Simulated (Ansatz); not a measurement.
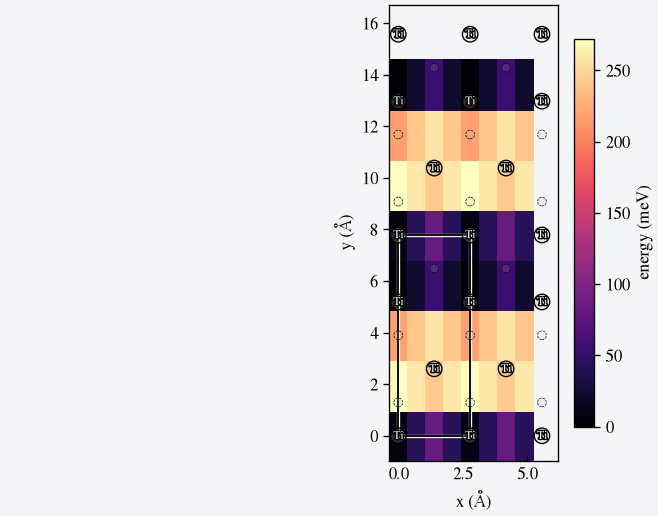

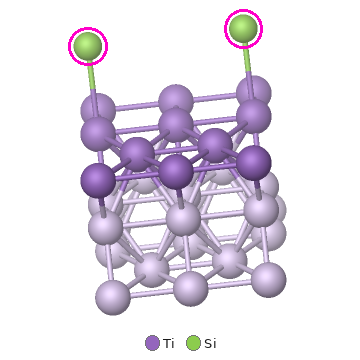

Energy landscape of Si on a Ti(110) slab cut from the P6/mmm phase, its upper half relaxed before the scan (18 atoms of substrate and one adsorbate in a 2 × 1 cell). Si is moved over the surface cell at a fixed height above a rigid substrate; the origin of the map has the adsorbate above Ti15; the height is held at 3.10 Å. Places are given modulo a cell vector. The map is drawn in real space over the plane of the surface. The scan uses a 4 × 4 grid; 12 points were computed and 4 follow by symmetry. Places are given in fractions of the 1 × 1 surface cell. Energies: meV, counted from the lowest grid point. The runs have no spin polarisation, so an open-shell adsorbate far from the surface lies too high. At a fixed height the lowest place need not be the adsorption site. The calculation used DFT PBE+D3(BJ), scalar-relativistic, plane waves, PAW in Ansatz. Settings: cutoff 420 eV, k-mesh 5×4×1, gaussian smearing 0.1 eV, no spin polarisation.

In the figure: one coloured cell a grid point, labelled circles for the atoms of the top layer and small ones for the second layer, the outline of one cell of the 2 × 2 shown. The second picture is the structure at the lowest point; rings mark the moved atoms.

Question: Summarise what can be read from the map.

Answer: The lowest grid point is at (0/4, 3/4) of the cell vectors [nearest 1 Ti at 3.17 Å]. The highest grid point, (0/4, 1/4) of the cell vectors [nearest 2 Ti at 3.51 Å], lies 272 meV above the lowest. At the lowest point the adsorbate has 1 Ti at 3.17 Å as nearest neighbours, at the highest 2 Ti at 3.51 Å.

The values on the grid:

| second ↓, first → | 0/4 | 1/4 | 2/4 | 3/4 |
| --- | --- | --- | --- | --- |
| 3/4 | 0 | 24 | 55 | 24 |
| 2/4 | 219 | 240 | 256 | 240 |
| 1/4 | 272 | 258 | 241 | 258 |
| 0/4 | 9 | 43 | 83 | 43 |

The input of one point:

```yaml
crystal:
  lattice:
    - [5.5706966049, 0.0, 0.0]
    - [0.0, 7.7847098564, 0.0]
    - [0.0, 0.0, 21.5200068025]
  atoms:
    - { symbol: Ti, position: [0.0, 0.5, 0.1858735472] }
    - { symbol: Ti, position: [0.5, 0.5, 0.1858735472] }
    - { symbol: Ti, position: [0.25, 0.1666666667, 0.1858735472] }
    - { symbol: Ti, position: [0.75, 0.1666666667, 0.1858735472] }
    - { symbol: Ti, position: [0.25, 0.8333333333, 0.1858735472] }
    - { symbol: Ti, position: [0.75, 0.8333333333, 0.1858735472] }
    - { symbol: Ti, position: [0.0, 0.0, 0.288768419] }
    - { symbol: Ti, position: [0.5, 0.0, 0.288768419] }
    - { symbol: Ti, position: [0.25, 0.6672597319, 0.2880966778] }
    - { symbol: Ti, position: [0.75, 0.6672597319, 0.2880966778] }
    - { symbol: Ti, position: [0.25, 0.3327402681, 0.2880966778] }
    - { symbol: Ti, position: [0.75, 0.3327402681, 0.2880966778] }
    - { symbol: Ti, position: [0.0, 0.5, 0.3885221775] }
    - { symbol: Ti, position: [0.5, 0.5, 0.3885221775] }
    - { symbol: Ti, position: [0.25, 0.1667007587, 0.3912641329] }
    - { symbol: Ti, position: [0.75, 0.1667007587, 0.3912641329] }
    - { symbol: Ti, position: [0.25, 0.8332992413, 0.3912641329] }
    - { symbol: Ti, position: [0.75, 0.8332992413, 0.3912641329] }
    - { symbol: Si, position: [0.25, 0.9167007587, 0.535316132] }
basis:
  ecutwfc: 420
kpoints:
  mp_grid: { grid: [5, 4, 1] }
hamiltonian:
  xc: pbe
  pseudopotentials: { kind: paw, azcp: { folder: soft_1 } }
  dispersion: d3bj
scf:
  occupations: { method: gaussian, width: 0.1 }
output:
  forces: true
  eigenvalues: true
efield:
  axis: 3
  dipole_correction: true
  ramp_width: 0.04
```

Time for the 12 points that were run: 19 min on 4 threads of Arm Neoverse V1 (shared host).
